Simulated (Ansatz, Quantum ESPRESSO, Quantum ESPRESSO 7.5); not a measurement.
## Charging 1T-TiS2, 2 layers, AB stacking

Aim: potential against charge for 1T-TiS2, 2 layers, AB stacking facing a metal electrode, and the capacitance that follows.

Method: plane-wave DFT, PBE, GBRV ultrasoft pseudopotentials (geometry by Ansatz 0.2.0 with PAW datasets; geometry under PBE-D3(BJ)), in Quantum ESPRESSO 7.5.

## (1) Set-up

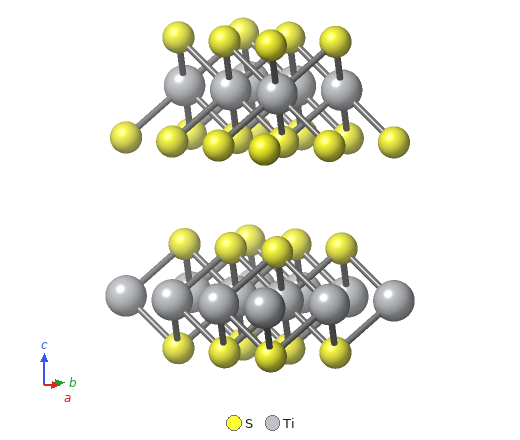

Start, viewed from the side, with the c axis up; sulfur yellow, titanium light grey. 3×2×1 cells are drawn. Bonds to atoms that aren't drawn are left out. Some periodic images of atoms are drawn too.

The cell holds 6 atoms: 4 S and 2 Ti. Its edges and angles: a = 3.410 Å, b = 3.410 Å, c = 25.528 Å, α = 90.0°, β = 90.0°, γ = 120.0°. It derives from TiS2. Vacuum lies along c.

## (2) Geometry from Ansatz

A relaxation in Ansatz fixes the structure of this slab for the runs on it.

input.yaml

```yaml
crystal:
  lattice:
    - [3.41, 0.0, 0.0]
    - [-1.705, 2.9531466269, 0.0]
    - [0.0, 0.0, 25.5277657845]
  atoms:
    - { symbol: S, position: [0.6666666667, 0.3333333333, 0.3133842604] }
    - { symbol: Ti, position: [0.0, 0.0, 0.3743743783] }
    - { symbol: S, position: [0.3333333333, 0.6666666667, 0.4353644963] }
    - { symbol: S, position: [0.0, 0.0, 0.5646355037] }
    - { symbol: Ti, position: [0.3333333333, 0.6666666667, 0.6256256217] }
    - { symbol: S, position: [0.6666666667, 0.3333333333, 0.6866157396] }
kpoints:
  mp_grid: { grid: [12, 12, 1] }
hamiltonian:
  xc: pbe
  dispersion: d3bj
scf:
  occupations: { method: fermi_dirac, width: 0.05 }
  convergence: { dr2_threshold: 1.0e-08 }
efield:
  axis: 3
  dipole_correction: true
  ramp_position: 0.97
  ramp_width: 0.04
relax:
  f_tol: 0.01
  cell: { fix: [c, alpha, beta] }
output:
  write_potential: true
  write_density: true
  volumetric_format: npy
```

The run is started by

```sh
$ ansatz run input.yaml --threads 4 --pin off --max-ram 8192MiB --backend cpu --events-out ev --progress --plain --runs-dir out
```

Numbers of over 12 decimals in the logs are rounded to 6 here.

The program printed:

```text
Warning: relax.cell: scf.convergence.dr2_threshold = 1e-8 eV is looser than the 6e-10 eV advised for a relaxation that steers and ends on the stress (1e-10 eV for each atom of the cell: 6). What an SCF threshold leaves in a stress goes as its square root, and in the free energy as the threshold itself, and one threshold admits the most on a small cell: [figures from the program's tests cut] Set scf.convergence.dr2_threshold to 6e-10 eV or tighter. The threshold is an SCF's pass mark: one that does not reach it within its budget of iterations ends unconverged, or closes short of it on a stop that the run arms, and scf.convergence.dr2_threshold's page says what that costs each kind of run
Engine: ansatz 0.2.0, aarch64-unknown-linux-gnu
Pseudopotentials: kind: paw
Pseudopotential: S, paw, valence charge 6, recommended cutoff 420 eV (normal), S.paw.azcp
Pseudopotential: Ti, paw, valence charge 12, recommended cutoff 420 eV (normal), Ti.paw.azcp
Functional definition: PBE
  parameter kappa = 0.804
  parameter beta = 0.066725
  exchange = pbe_x(kappa = kappa, mu = beta*pi^2/3)
  correlation = pbe_c(beta = beta)
Crystal: 6 atoms, lattice volume = 257.070 Å³
Basis set: ecut = 420 eV, 5005 PW (Γ), exchange–correlation on 48×48×360 points (8 copies of the dense FFT grid, shifted against one another)
Bands: 30, of which v1, the nominal top of the filled ones, is band 24 counted from 1 (23 counted from 0)
Symmetry: 6 space group operations
k-points: 19 of 144 (time reversal used)
Non-local potential: S, projectors of the file, l = 0: 2, l = 1: 2, l = 2: 2
Non-local potential: Ti, projectors of the file, l = 0: 3, l = 1: 2, l = 2: 3, l = 3: 1
PAW form: soft (Blöchl's): semilocal exchange-correlation on the pseudo side does not see the compensation charge
PAW one-centre angular grid: S, 110 points (default); XC on 64 Gauss nodes
PAW one-centre angular grid: Ti, 590 points (default); XC on 64 Gauss nodes
Initial density: superposition of atomic densities (neutral atoms: chi_scale 0, normalization atom), corrected by the library's trained network
Initial wavefunctions: pseudopotential atomic-orbital guess
Functional: x = pbe(κ = 0.804, μ = 0.219515), c = pbe(β = 0.066725)
SCF iter   1: F=—  HF=-8616.770125 eV  |F-HF|=—  |Δ(HF+E_count)|=         —  Δρ=1.41e-3  dr2=1.20e-2  ethr=1.77e-3  p=0.001 e·Å  D=5.22e-4 V/Å  ΔV_dip=-0.01 eV  dr2_dipole=5.05e-5  V_vac-E_F(+/−)=5.96/5.98 eV  ⟨swp⟩=6.6  Hψ=2639  notcnv=0
efield: sawtooth ramp at fractional position 0.9700 (set: `efield.ramp_position`, or a place that a band, a saddle search or an elastic batch's reference lends), width 0.0400; the density the first Hamiltonian is built on has a dipole p = 0.001 e·Å; the dipole correction subtracts the counter field D = 5.22e-4 V/Å, which shifts the + side's vacuum level by -0.01 eV against the − side's; the planar-averaged density in the ramp window peaks in size at 5.4e-5 e/Å³
preconditioner: auto → LDOS  [metal: Δε(μ)=0.052 eV  Ē_g=6.196 eV  σ=0.050 eV  W_gap=0.25  n_scr=16 (ndim 8)  ℏωp=13.1 eV  f_vac=0.498  D(μ)=1.36/eV (n_scr^D=6)  β→1.0]
SCF iter   2: F=—  HF=-8616.778044 eV  |F-HF|=—  |Δ(HF+E_count)|=   7.92e-3  Δρ=2.40e-3  dr2=4.78e-2  ethr=2.50e-5  p=-0.000 e·Å  D=-2.23e-4 V/Å  ΔV_dip=0.01 eV  dr2_dipole=2.82e-5  V_vac-E_F(+/−)=6.04/6.03 eV  ⟨swp⟩=3.1  Hψ=1423  notcnv=0
SCF iter   3: F=—  HF=-8616.773672 eV  |F-HF|=—  |Δ(HF+E_count)|=   4.37e-3  Δρ=3.89e-4  dr2=9.62e-4  ethr=2.50e-5  p=-0.000 e·Å  D=-5.73e-6 V/Å  ΔV_dip=0.00 eV  dr2_dipole=1.06e-8  V_vac-E_F(+/−)=5.92/5.92 eV  ⟨swp⟩=2.0  Hψ=909  notcnv=0
SCF iter   4: F=—  HF=-8616.773611 eV  |F-HF|=—  |Δ(HF+E_count)|=   6.11e-5  Δρ=1.14e-4  dr2=2.45e-4  ethr=2.00e-6  p=0.000 e·Å  D=2.01e-5 V/Å  ΔV_dip=-0.00 eV  dr2_dipole=1.69e-7  V_vac-E_F(+/−)=5.92/5.92 eV  ⟨swp⟩=2.0  Hψ=777  notcnv=0
SCF iter   5: F=—  HF=-8616.773590 eV  |F-HF|=—  |Δ(HF+E_count)|=   2.12e-5  Δρ=2.95e-5  dr2=6.21e-6  ethr=5.11e-7  p=0.000 e·Å  D=9.64e-9 V/Å  ΔV_dip=-0.00 eV  dr2_dipole=2.02e-12  V_vac-E_F(+/−)=5.93/5.93 eV  ⟨swp⟩=2.1  Hψ=783  notcnv=0
SCF iter   6: F=—  HF=-8616.773296 eV  |F-HF|=—  |Δ(HF+E_count)|=   2.94e-4  Δρ=5.31e-6  dr2=5.86e-8  ethr=1.29e-8  p=-0.000 e·Å  D=-3.56e-6 V/Å  ΔV_dip=0.00 eV  dr2_dipole=2.33e-9  V_vac-E_F(+/−)=5.93/5.93 eV  ⟨swp⟩=2.0  Hψ=844  notcnv=0
SCF iter   7: F=-8616.773296 eV  HF=-8616.773296 eV  |F-HF|=6.20e-8  |Δ(HF+E_count)|=   2.21e-7  Δρ=2.12e-6  dr2=9.09e-9  ethr=2.08e-11  p=0.000 e·Å  D=7.77e-7 V/Å  ΔV_dip=-0.00 eV  dr2_dipole=6.86e-11  V_vac-E_F(+/−)=5.93/5.93 eV  ⟨swp⟩=9.6  Hψ=3955  notcnv=0
SCF 1 converged in 7 iterations: F = -8616.773296 eV  dr2 = 9.09e-9
  greatest PAW one-centre occupation: 0.999 electrons in one spin orbital (limit 2), on the Ti atom at site 4 (counted from 0), in its partial waves of l = 0
relax step   1: F+E_penalty+E_count = -8616.77329601 eV  Δ(F+E_penalty+E_count) = +0.000e0 eV  max|allowed force component| = 1.563e0 eV/Å  Δτ_max = 0.0000 Å  P = -4.397 GPa  Ω = 257.070 Å³  fix = [c, alpha, beta]  reactions: c -6.386 GPa  (7 SCF iters, accepted)
Crystal: 6 atoms, lattice volume = 255.771 Å³
Basis set: ecut = 420 eV, 4981 PW (Γ), exchange–correlation on 48×48×360 points (8 copies of the dense FFT grid, shifted against one another)
Initial density: handed on by an earlier stage of this run
Initial wavefunctions: those handed on with the density
iter 1 solved again at ethr=1.12e-3 eV; its pass at ethr=3.10e-3 eV (dr2=5.35e-1 eV) is discarded
SCF iter   1: F=—  HF=-8617.289917 eV  |F-HF|=—  |Δ(HF+E_count)|=         —  Δρ=9.13e-3  dr2=5.97e-1  ethr=1.12e-3  p=0.000 e·Å  D=2.10e-6 V/Å  ΔV_dip=-0.00 eV  dr2_dipole=7.57e-11  V_vac-E_F(+/−)=5.99/5.99 eV  ⟨swp⟩=1.0  Hψ=3237  notcnv=0
efield: sawtooth ramp at fractional position 0.9700 (set: `efield.ramp_position`, or a place that a band, a saddle search or an elastic batch's reference lends), width 0.0400; the density the first Hamiltonian is built on has a dipole p = 0.000 e·Å; the dipole correction subtracts the counter field D = 2.10e-6 V/Å, which shifts the + side's vacuum level by -0.00 eV against the − side's; the planar-averaged density in the ramp window peaks in size at 2.1e-6 e/Å³
preconditioner: auto → LDOS  [insulator: Δε(μ)=0.437 eV  Ē_g=6.408 eV  σ=0.050 eV  W_gap=0.66  n_scr=16 (ndim 8)  ℏωp=13.1 eV  f_vac=0.519  D(μ)=0.89/eV (n_scr^D=6)  ε∞_Penn≈5.2  β→1.0]
[...]
relax step   3: F+E_penalty+E_count = -8617.27966235 eV  Δ(F+E_penalty+E_count) = -7.832e-2 eV  max|allowed force component| = 5.027e-2 eV/Å  Δτ_max = 0.1914 Å  P = -0.328 GPa  Ω = 251.278 Å³  energy of the carried Pulay correction = +1.290e-4 eV  fix = [c, alpha, beta]  reactions: c -0.456 GPa  (10 SCF iters, accepted)
[...]
relax step   4: F+E_penalty+E_count = -8617.28725170 eV  Δ(F+E_penalty+E_count) = -7.589e-3 eV  max|allowed force component| = 1.415e-1 eV/Å  Δτ_max = 0.1967 Å  P = +0.073 GPa  Ω = 249.258 Å³  energy of the carried Pulay correction = +1.748e-4 eV  fix = [c, alpha, beta]  reactions: c +0.033 GPa  (10 SCF iters, accepted)
[...]
relax step   5: F+E_penalty+E_count = -8617.29322283 eV  Δ(F+E_penalty+E_count) = -5.971e-3 eV  max|allowed force component| = 1.853e-2 eV/Å  Δτ_max = 0.1018 Å  P = -0.025 GPa  Ω = 250.267 Å³  energy of the carried Pulay correction = +1.519e-4 eV  fix = [c, alpha, beta]  reactions: c -0.076 GPa  (11 SCF iters, accepted)
[...]
relax step   6: F+E_penalty+E_count = -8617.29416012 eV  Δ(F+E_penalty+E_count) = -9.373e-4 eV  max|allowed force component| = 4.809e-3 eV/Å  Δτ_max = 0.0240 Å  P = -0.010 GPa  Ω = 250.260 Å³  energy of the carried Pulay correction = +1.520e-4 eV  fix = [c, alpha, beta]  reactions: c -0.032 GPa  (8 SCF iters, accepted)
Initial wavefunctions: pseudopotential atomic-orbital guess (no wavefunctions were taken with the density)
iter 1 solved again at ethr=1.34e-6 eV; its pass at ethr=3.10e-3 eV (dr2=6.45e-4 eV) is discarded
SCF iter   1: F=—  HF=-8617.294248 eV  |F-HF|=—  |Δ(HF+E_count)|=         —  Δρ=1.25e-5  dr2=6.22e-8  ethr=1.34e-6  p=0.000 e·Å  D=4.30e-7 V/Å  ΔV_dip=-0.00 eV  dr2_dipole=5.32e-11  V_vac-E_F(+/−)=5.82/5.82 eV  ⟨swp⟩=3.7  Hψ=4221  notcnv=0
efield: sawtooth ramp at fractional position 0.9700 (set: `efield.ramp_position`, or a place that a band, a saddle search or an elastic batch's reference lends), width 0.0400; the density the first Hamiltonian is built on has a dipole p = 0.000 e·Å; the dipole correction subtracts the counter field D = 4.30e-7 V/Å, which shifts the + side's vacuum level by -0.00 eV against the − side's; the planar-averaged density in the ramp window peaks in size at 3.7e-7 e/Å³
eigensolver tolerance schedule: the retry pair's looser diagonalisation over-reported the residual by 10365.00 of it (diagonalisation noise at an unbounded share of the residual, at the tolerance the schedule requests for it); recorded, not acted on — ethr = c·dr2/N_el stays at c = 1.0e-1
preconditioner: auto → LDOS  [metal: Δε(μ)=0.052 eV  Ē_g=6.582 eV  σ=0.050 eV  W_gap=0.25  n_scr=16 (ndim 8)  ℏωp=13.3 eV  f_vac=0.529  D(μ)=0.74/eV (n_scr^D=4)  β→1.0]
SCF iter   2: F=—  HF=-8617.293985 eV  |F-HF|=—  |Δ(HF+E_count)|=   2.64e-4  Δρ=5.01e-6  dr2=1.46e-7  ethr=1.30e-10  p=-0.000 e·Å  D=-2.09e-6 V/Å  ΔV_dip=0.00 eV  dr2_dipole=1.02e-10  V_vac-E_F(+/−)=5.83/5.83 eV  ⟨swp⟩=4.1  Hψ=1742  notcnv=0
SCF iter   3: F=—  HF=-8617.293985 eV  |F-HF|=—  |Δ(HF+E_count)|=  6.44e-10  Δρ=5.29e-6  dr2=1.95e-7  ethr=1.30e-10  p=0.000 e·Å  D=2.91e-7 V/Å  ΔV_dip=-0.00 eV  dr2_dipole=7.94e-11  V_vac-E_F(+/−)=5.83/5.83 eV  ⟨swp⟩=2.2  Hψ=933  notcnv=0
SCF iter   4: F=—  HF=-8617.293985 eV  |F-HF|=—  |Δ(HF+E_count)|=   1.69e-8  Δρ=1.39e-6  dr2=1.24e-8  ethr=1.30e-10  p=0.000 e·Å  D=3.05e-7 V/Å  ΔV_dip=-0.00 eV  dr2_dipole=1.82e-11  V_vac-E_F(+/−)=5.83/5.83 eV  ⟨swp⟩=2.0  Hψ=766  notcnv=0
SCF iter   5: F=-8617.293985 eV  HF=-8617.293985 eV  |F-HF|=3.12e-9  |Δ(HF+E_count)|=  8.89e-10  Δρ=4.23e-7  dr2=3.41e-9  ethr=2.08e-11  p=-0.000 e·Å  D=-2.13e-7 V/Å  ΔV_dip=0.00 eV  dr2_dipole=3.90e-12  V_vac-E_F(+/−)=5.82/5.82 eV  ⟨swp⟩=10.3  Hψ=3889  notcnv=0
SCF 7 converged in 5 iterations: F = -8617.293985 eV  dr2 = 3.41e-9
relax step   7: F+E_penalty+E_count = -8617.29398454 eV  Δ(F+E_penalty+E_count) = +1.756e-4 eV  max|allowed force component| = 4.843e-3 eV/Å  Δτ_max = 0.0000 Å  P = -0.009 GPa  Ω = 250.260 Å³  fix = [c, alpha, beta]  reactions: c -0.031 GPa  stress off target by 1.68e-3 GPa on what of the cell is left free  SCF on the basis re-selected at this cell (its energy is not comparable with the rows above)  (5 SCF iters)
basis re-selected at this cell: Δ(F+E_penalty+E_count) = +1.756e-4 eV, ΔP = +0.001 GPa vs the last step (what re-selecting the basis moved, of the pressure what is left beyond the Pulay correction that the steps carried, after the strain that the cell walked since its last selection, with what the two solves' SCF thresholds leave and, on support functions, any second-order correction that the steps lacked; it is no m [...]
SCF converged after 5 iterations
Free energy (F): -8617.293985 eV
Harris-Foulkes:  -8617.293985 eV  (|F-HF|=3.12e-9)
Internal energy: -8617.287787 eV  (E = F + TS)
E sigma→0 (E₀):  -8617.290886 eV
Entropy (-TS):   -0.006198 eV (-1.033 meV/atom)
Fermi energy:    0.395570 eV
Dipole field:    D = 0.000002 V/Å  (p = 0.000003 e·Å, saw-weighted, corrected)
Work function:   Φ+ = 5.8251 eV   Φ− = 5.8251 eV
Levels:          The Fermi level and band energies are counted from a zero that moves with the ramp; work functions are not
--- Per-component energies (eV) ---
  E_band       = -782.505966
  E_kinetic    = 972.526133
  E_local      = -33179.437396  (includes V_loc(G=0)·N_el)
  E_nonlocal   = 125.570433
  E_hartree    = 16126.246077
  E_xc         = -585.496494
  E_vxc        = -596.370708  (∫ρ·V_xc dr)
  E_paw        = -4493.795579  (= ΣΔE_a)
  E_vpaw       = -357.292605  (= ΣTr[D̂ρ^β])
  E_aug_tail   = 0.000265  (compensation charges beyond the density's cutoff)
  E_efield     = 0.000000  (sawtooth field / dipole correction)
  E_vefield    = -0.000027  (∫n·V_field dr)
  E_ewald      = 12419.077669
  E_disp       = -1.978896  (pairwise vdW)
  E_smearing   = -0.006198  (= −TS)
  E_closure    = 0.000000  (closes the sum)
  Σ components = -8617.293985   (vs F -8617.293985, Δ=0.00e0)
--- Forces (eV/Å), atoms counted from 1 ---
  atom   1  S      0.00000000    -0.00000000     0.00101546
  atom   2  Ti     0.00000000     0.00000000     0.00262942
  atom   3  S      0.00000000     0.00000000     0.00484037
  atom   4  S      0.00000000    -0.00000000    -0.00484328
  atom   5  Ti     0.00000000    -0.00000000    -0.00262822
  atom   6  S      0.00000000     0.00000000    -0.00101598
  max |Σ_I F_I| component: 2.24e-6 eV/Å
--- Stress (GPa, compression-positive) ---
        0.001681       0.000000       0.000000
        0.000000       0.001681      -0.000000
        0.000000      -0.000000      -0.031201
  P = ⅓ Tr σ = -0.0093 GPa (-0.093 kbar)
--- Band table (eV; the first three rows and the last of 19) ---
  k-point 0: bands = [... 20 lower, 0.5116, 0.5116, 0.5880, 0.5880, 0.9589, 0.9589, 0.9636, 0.9636, ... 2 higher]
  k-point 1: bands = [... 20 lower, -0.2069, -0.1426, 0.0972, 0.1647, 1.1102, 1.1462, 1.3457, 1.3813, ... 2 higher]
  k-point 2: bands = [... 20 lower, -0.8041, -0.4013, -0.3271, -0.2285, 1.0033, 1.0825, 1.7695, 1.8168, ... 2 higher]
  k-point 18: bands = [... 20 lower, -2.0085, -1.9836, -1.8229, -1.8229, 1.7205, 1.7205, 2.0674, 2.1397, ... 2 higher]
--- Relaxed structure (6 steps of the walk, 6 accepted, 1 SCFs on fresh bases) ---
  F+E_penalty+E_count = -8617.29398454 eV   max|allowed force component| = 4.843e-3 eV/Å   (the final SCF, on the basis selected at the relaxed cell)
  cell:  # Å, volume = 250.2598 Å³
    - [3.364525, -1.6829053975003797e-18, 0]
    - [-1.682263, 2.913764, 0]
    - [0, 0, 25.5277657845]
  atoms:
    - { symbol: S, position: [0.666667, 0.333333, 0.329671] }
    - { symbol: Ti, position: [3.1958089504042365e-18, 0, 0.385910] }
    - { symbol: S, position: [0.333333, 0.666667, 0.441846] }
    - { symbol: S, position: [-1.7956699968530293e-18, 0, 0.558154] }
    - { symbol: Ti, position: [0.333333, 0.666667, 0.614090] }
    - { symbol: S, position: [0.666667, 0.333333, 0.670329] }
```

Elapsed: 23 s, on 4 threads of Arm Neoverse V2, shared host; peak memory 0.57 GiB.

Step by step:

```csv
step,energy less that of the first step (eV),largest force component (eV/Å),pressure (GPa),volume (Å³)
1,0.0000,1.5634,-4.40,257.07
2,-0.4281,0.4913,0.35,255.77
3,-0.5064,0.0503,-0.33,251.28
4,-0.5140,0.1415,0.07,249.26
5,-0.5199,0.0185,-0.03,250.27
6,-0.5209,0.0048,-0.01,250.26
7*,-0.5207,0.0048,-0.01,250.26
```

Relaxation steps marked * repeat the geometry before them on a plane-wave basis chosen anew for their cell, so energy and pressure can jump there.

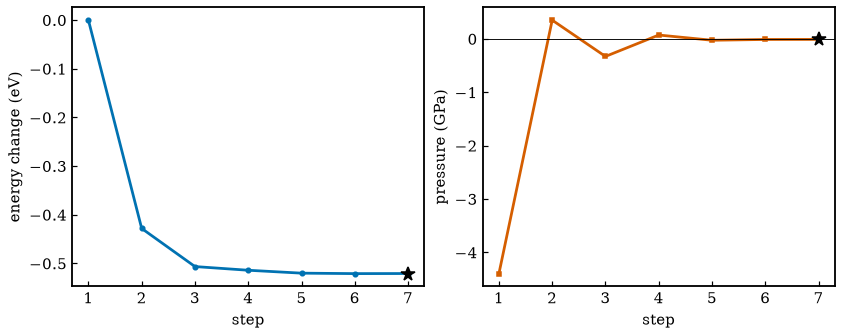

Energy and pressure along the relaxation. Stars mark steps on a basis chosen anew.

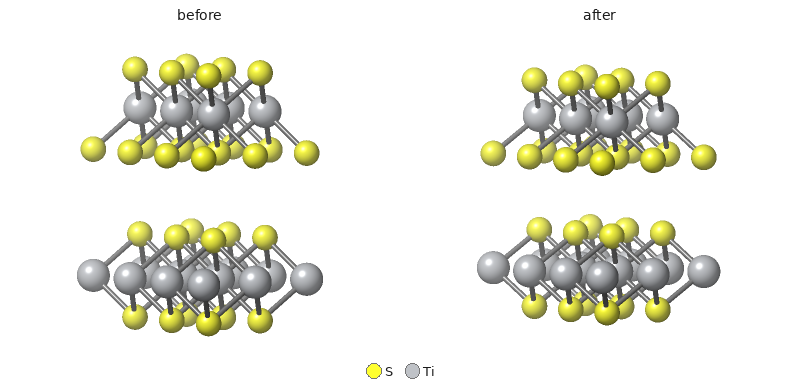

The structure before and after the relaxation, drawn at the same scale. Bonds to atoms that aren't drawn are left out.

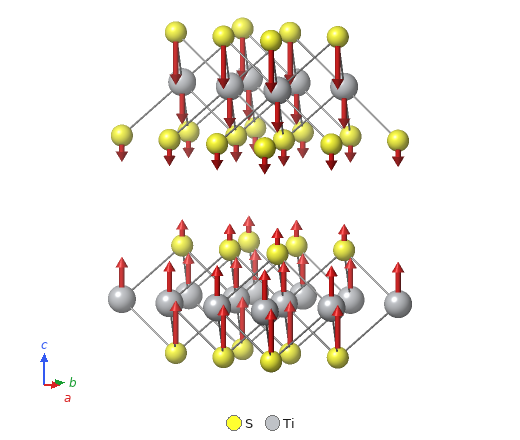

Displacements in the relaxation, exaggerated, measured against the changing cell; the longest in the cell stands for 0.42 Å. Bonds to atoms that aren't drawn are left out. 3×2×1 cells are drawn. Some periodic images of atoms are drawn too.

```csv
cell as run,before,after,change
a (Å),3.410,3.365,-1.3 %
b (Å),3.410,3.365,-1.3 %
```

The atoms that moved most (Å, along periodic axes as changes of fractional coordinates times the final cell, across vacuum about the mean position):

```csv
atom,dx,dy,dz,length
S6,0.000,0.000,-0.416,0.416
S1,0.000,0.000,0.416,0.416
Ti2,0.000,0.000,0.294,0.294
Ti5,0.000,0.000,-0.294,0.294
S3,0.000,0.000,0.165,0.165
S4,0.000,0.000,-0.165,0.165
```

The relaxed structure:

```xyz
6
Lattice="3.3645 0.0000 0.0000 -1.6823 2.9138 0.0000 0.0000 0.0000 25.5278" Properties=species:S:1:pos:R:3
S     1.6823    0.9713    8.4158
Ti    0.0000    0.0000    9.8514
S     0.0000    1.9425   11.2793
S     0.0000    0.0000   14.2484
Ti    0.0000    1.9425   15.6764
S     1.6823    0.9713   17.1120
```

Numbers from this step:

```
free energy                     : -8617.2940 eV
energy at zero smearing         : -8617.2909 eV
smearing term TS                : 0.006198 eV
Fermi energy                    : 0.3956 eV
symmetry operations             : 6
work function of the upper face : 5.825 eV
work function of the lower face : 5.825 eV
dipole along the normal         : 2.99e-6 e·Å
```

(Continued in part 2 of 5.)

[Logs are printed without paths, hosts, clocks, repeated set-up lines and the standing remarks that a program may print on its own settings, such as how far it seeks lower states.]

[Hosts, paths, dates, database ids (printed as entryN), source tags and the programs' standing remarks are cut or masked in the printed files.]

[Maps of the electrostatic potential energy from Ansatz leave out the sawtooth potential of an applied field or a dipole correction, so their vacuum need not be flat; planar profiles and work functions include it.]
